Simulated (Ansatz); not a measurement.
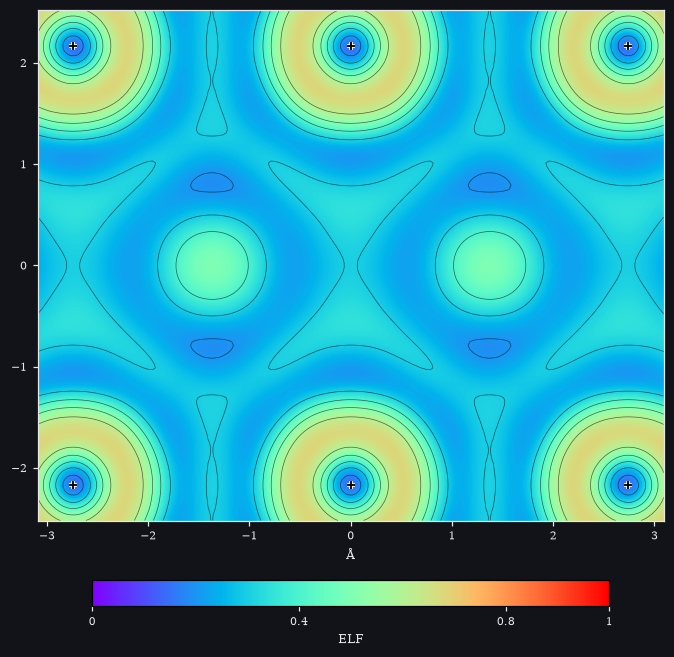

The ELF on a plane through atoms (crosses mark nuclei in the plane).

Computed with Kohn-Sham DFT of a periodic cell, r2SCAN, Ansatz PAW (Ansatz 0.2.0).

Candidates:
A. TiCo$_{3}$, a = 3.57 Å, b = 3.57 Å, c = 3.57 Å, α = 90.00°, β = 90.00°, γ = 90.00°. Space group Pm-3m; computed pressure about 3 GPa in this cell; the program warned that a starting moment wasn't kept; spin-polarised.
B. Ru, a = 2.74 Å, b = 2.74 Å, c = 4.34 Å, α = 90.00°, β = 90.00°, γ = 120.00°. Space group P6₃/mmc; computed pressure about −14 GPa in this cell.

Question: Which system is this?

Answer: Candidate B: Ru on the (010) plane of the conventional cell, which holds Ru. Ru–Ru (2.74 Å): the ELF is about 0.30 at the midpoint.
